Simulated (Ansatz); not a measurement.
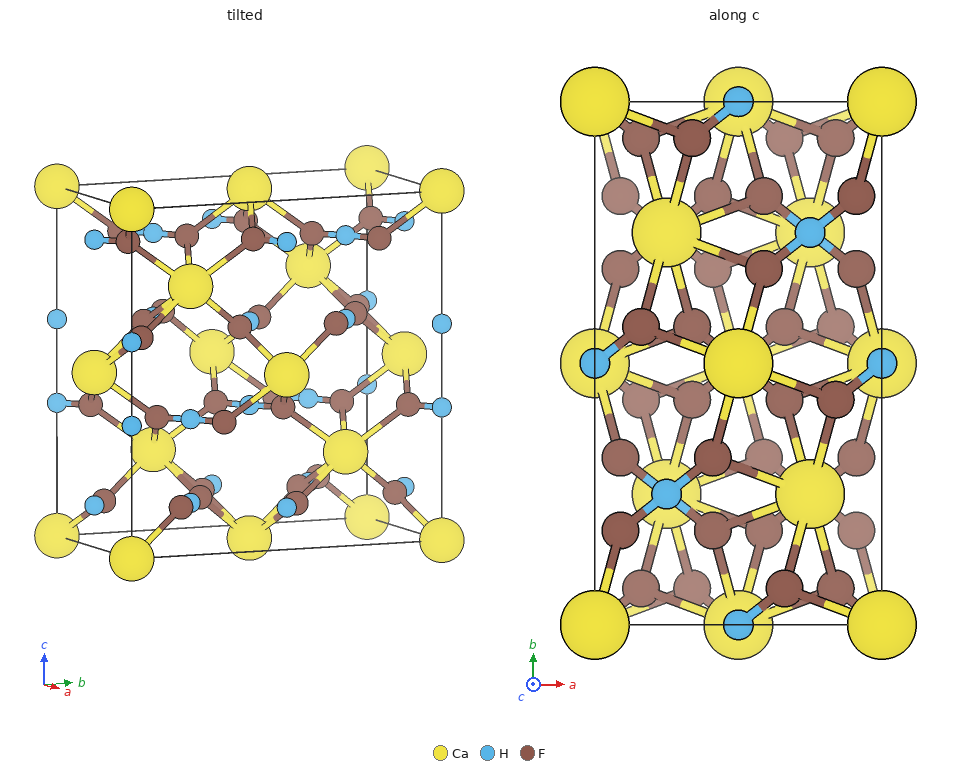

An orthographic ball-and-stick view of the structure, slightly off an axis and along the c axis. Thin lines show the conventional unit cell, with boundary atoms drawn in all their periodic places. Cell: a = 5.542 Å, b = 10.102 Å, c = 10.517 Å, α = 90.00°, β = 90.00°, γ = 90.00°.

State composition, symmetry and coordination.

Its composition is CaH₂F₄. Space group: Fddd (No. 70). Lattice: face-centred orthorhombic. Counting shared atoms by their share gives 8 Ca, 16 H, 32 F, or 56 atoms. The coordination, counted out to bonding distance, is Ca 8, H 2 and F 3.

Origin of the cell: a structure listed in the Materials Project. Earlier steps of the study may have refined or changed the cell and positions. A calculation with Ansatz used it as input.
